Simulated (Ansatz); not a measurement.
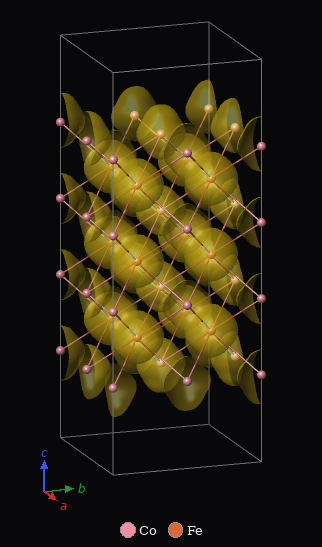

The picture shows: Fe3Co4 (slab). Isosurfaces of the spin density at +0.1 (yellow) and −0.1 e/Å³ (cyan), seen slightly off an axis. Sticks mark near contacts.

Not relaxed (largest force 1.1 eV/Å); spin-polarised.

All numbers below come from DFT PBEsol, scalar-relativistic, plane waves, PAW in Ansatz 0.2.0.

### Where is the spin, and how is it ordered?

The spin density sits on Co: +1.8 μB (×4); Fe: +2.7 μB (×3) in one cell of 7 atoms: parallel moments (a ferromagnetic arrangement) in this solution. The cell of the calculation (7 atoms) carries 15.1 μB of net spin moment. Only one sign reaches the isovalue.
